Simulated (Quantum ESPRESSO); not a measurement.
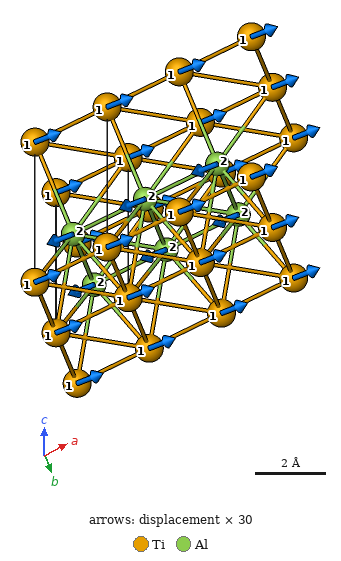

A relaxation of a crystal of TiAl (set up in Pm). The starting structure is drawn; blue arrows show the displacements, 30 times their true length.

Style: ball-and-stick. Shown: the cell of the calculation, repeated 3 × 2 × 1 with one cell outlined, from a free direction.

The run lets the atoms move in a fixed cell. The cell is held at a strain of −4.0 % (shear xy).

These are results of Kohn-Sham DFT of a periodic cell, PBEsol, GBRV 1.5 PBEsol in Quantum ESPRESSO, not measurements.

The input:
```
&CONTROL
  calculation = 'relax'
  prefix = 'pwscf'
  outdir = './tmp'
  pseudo_dir = './pseudo'
  tprnfor = .true.
  tstress = .true.
  disk_io = 'low'
  nstep = 40
  forc_conv_thr = 0.0004
  etot_conv_thr = 1d-05
/
&SYSTEM
  ibrav = 0
  A = 2.86783563
  nat = 2
  ntyp = 2
  ecutwfc = 45
  ecutrho = 360
  nbnd = 13
  occupations = 'smearing'
  smearing = 'fd'
  degauss = 0.00367493
/
&ELECTRONS
  conv_thr = 4d-10
  electron_maxstep = 120
  mixing_beta = 0.5
/
&IONS
  ion_dynamics = 'bfgs'
/
ATOMIC_SPECIES
Ti    47.8670 ti_pbesol_v1.4.uspp.F.UPF
Al    26.9815 al_pbesol_v1.uspp.F.UPF
CELL_PARAMETERS alat
   0.9998000592   -0.0199960012    0.0000000000
  -0.5172170746    0.8758502506    0.0000000000
   0.0000000000    0.0000000000    1.6312242414
ATOMIC_POSITIONS alat
Ti     0.0000000000    0.0000000000    0.0000000000
Al    -0.0115446967    0.5772348333    0.8156121207
K_POINTS automatic
11 11 6 0 0 0
```

Command:
```bash
OMP_NUM_THREADS=1 mpirun -n 2 pw.x -nk 2 -in pw.in > pw.out
```

Question: Describe the change and its energy.

Answer: The energy falls by 2.0 meV per atom in 7 geometry steps. Largest force component: 0.12 eV/Å at the start, 0.0079 eV/Å at the end. The largest moves, 0.032 Å, are those of Ti1 and Al2. Ti1 goes roughly along +a. Largest moves by element: Ti 0.032 Å, Al 0.032 Å. The cell doesn't change. Some distances before and after: Ti1–Al2 2.849 → 2.883 Å, Ti1–Al2 (another image) 2.882 → 2.852 Å. The space group stays Pm (No. 6).
